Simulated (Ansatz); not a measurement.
System: Ni.

Space group Im-3m; the calculation finds a residual pressure of about 8 GPa at this fixed cell; spin-polarised. Net moment 0.6 μB in the 1-atom cell of the calculation; other magnetic orders weren't tried. This isn't the usual form at ambient conditions. The cell comes from a database of computed structures, not from a measurement.

```xyz
2
Lattice="2.7674 0.0000 0.0000 0.0000 2.7674 0.0000 0.0000 0.0000 2.7674" Properties=species:S:1:pos:R:3 pbc="T T T"
Ni    0.0000    0.0000    0.0000
Ni    1.3837    1.3837    1.3837
```

The calculation used DFT PBE, scalar-relativistic, plane waves, PAW (Ansatz 0.2.0).

### What makes up the frontier states of this crystal?

The calculation finds no gap at the Fermi level. The states at the Fermi level: Ni 3d (over 95 %) by Löwdin projection on a minimal orbital set.

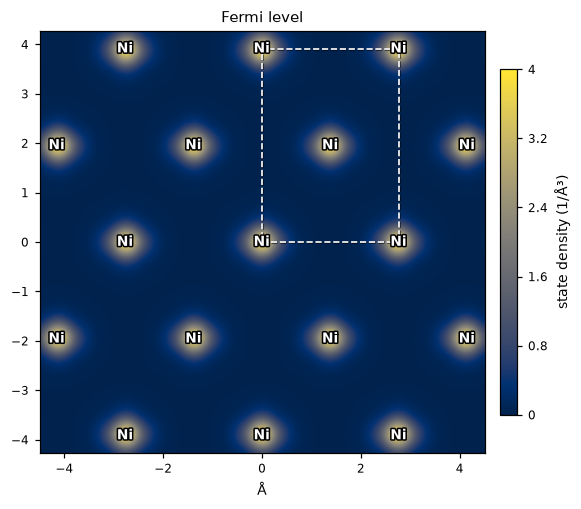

Computed densities of these states (window −0.25 to +0.25 eV about the Fermi level) on the (101) plane of the conventional cell.

In a PAW calculation such maps are meaningful between the atoms, not at the nuclei.

The run took 4.9 s on 2 threads of Arm Neoverse N1, on a shared host, peak memory 0.33 GiB.
